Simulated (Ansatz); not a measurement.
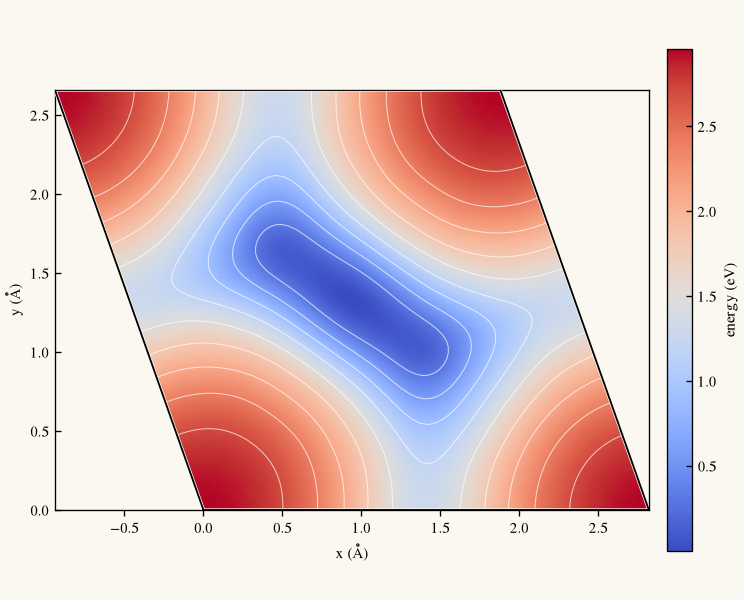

C on a Ti(110) slab cut from the Im-3m phase, its upper half relaxed before the scan (3 atoms of substrate and one adsorbate in a 1 × 1 cell). C is moved over the surface cell; relaxed at each place: the height of the adsorbate's atoms; substrate rigid; the origin of the map has the adsorbate above Ti3. Places are given modulo a cell vector. The map is drawn in real space over the plane of the surface. The grid has 6 × 6 points; 13 points were computed and 23 follow by symmetry. Energies are in eV, from the lowest grid point. With one adsorbate in each 1 × 1 cell, its nearest image is 2.8 Å away, so neighbouring adsorbates interact. Theory: DFT PBE, scalar-relativistic, plane waves, PAW in Ansatz 0.2.0. Settings: cutoff 420 eV, k-mesh 10×10×1, gaussian smearing 0.1 eV, no spin polarisation.

The picture shows a smooth colour map with a few white contour lines, the outline of one cell of the plane. Between grid points the surface is interpolated.

The lowest grid point is at a bridge site between two Ti atoms, over a second-layer Ti atom, (3/6, 3/6) of the cell vectors. No other kind of well shows on this grid. The highest grid point, the top site over a surface Ti atom, (0/6, 0/6) of the cell vectors, lies 2.95 eV above the lowest. On the interpolated surface the easiest way out of the lowest well to its copy in the next cell or period passes a barrier of about 1.3 eV. At the lowest point the adsorbate has 2 Ti at 1.88 Å as nearest neighbours, at the highest 1 Ti at 1.95 Å. Its relaxed height above the top atom is 0.94 Å at the lowest and 1.95 Å at the highest point.

C is replaced by H; all else is set up alike.

Q: What does this change do to the map?

A: The minimum (interpolated where it lies between grid points) moves from a bridge site between two Ti atoms, over a second-layer Ti atom, (3/6, 3/6) of the cell vectors to about (0.36, 0.64) of the cell vectors. The span from the lowest to the highest grid point shrinks from 2.95 to 1.48 eV. The easiest pass out of the lowest well goes from about 1.3 to about 0.077 eV on the interpolated surfaces. In the new map: at the lowest point the adsorbate has 1 Ti at 1.86 Å as nearest neighbours, at the highest 1 Ti at 1.75 Å. Its relaxed height above the top atom is 1.05 Å at the lowest and 1.75 Å at the highest point.

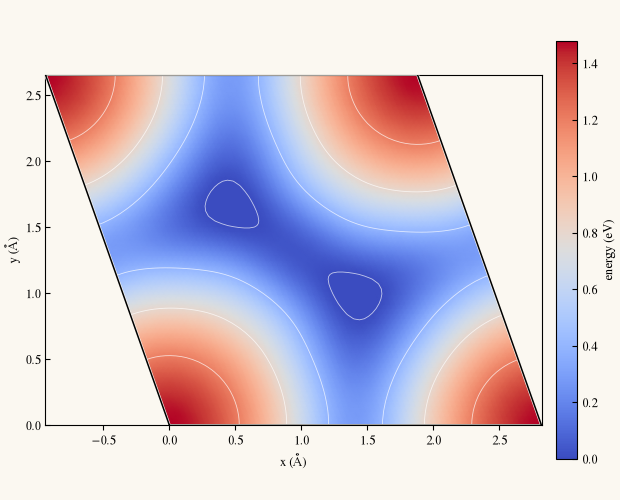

The map after the change, on a colour scale of its own. In the figure: a smooth colour map with a few white contour lines, the outline of one cell of the plane. Between grid points the surface is interpolated.

PAW datasets: the set soft_1.
